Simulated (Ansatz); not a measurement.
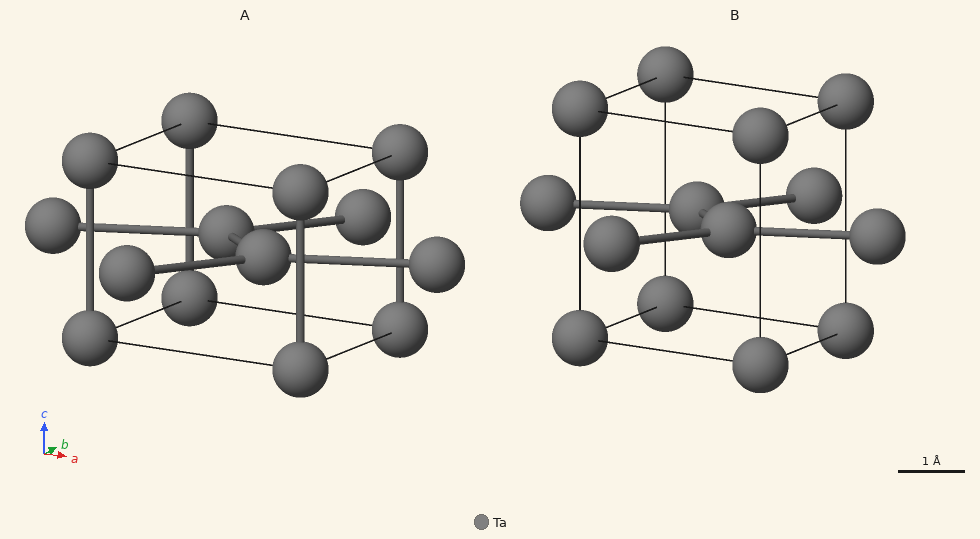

Two geometries of crystalline Ta (built on the Hg_191 type) (coarse preliminary run), drawn at one scale. One is the start of a relaxation, the other its converged end. A ball-and-stick model of the cell of the calculation, seen slightly off an axis.

Level of theory: DFT PBE, scalar-relativistic, plane waves, PAW (Ansatz). Set-up: plane-wave cutoff 420 eV; k-point mesh 6 × 6 × 6; occupations gaussian; smearing width 0.1 eV; no spin polarisation; cell and atoms relaxed; force threshold 0.04 eV/Å; at most 70 steps.

Question: Which of the two is the end point?

Answer: Structure A is the relaxed one. Case: Hg type (P6/mmm, No. 191). Over 8 accepted moves (9 points after the start) the energy falls by 2.578 eV per cell of the calculation. All forces vanish by symmetry, so only the cell relaxes. Pressure: 22.86 GPa at the start and −0.17 GPa at the end. The SCF was repeated once at an unchanged geometry on a basis and grid sized afresh for the cell, which shifted the energy by 11.8 meV per cell of the calculation at most. No atom moves by more than 0.005 Å relative to the cell. The drawn cell changes as follows: a = b 4.162 → 4.854 Å (+16.6 %), c 3.547 → 2.742 Å (−22.7 %); the volume changes by +5.2 %. Near-neighbour distances that change, for instance: Ta–Ta 3.547 → 2.742 Å, Ta–Ta 2.403 → 2.802 Å, Ta–Ta 2.987 → 3.120 Å. The space group stays P6/mmm (No. 191). The run took of the order of 24 core-seconds on a shared host.
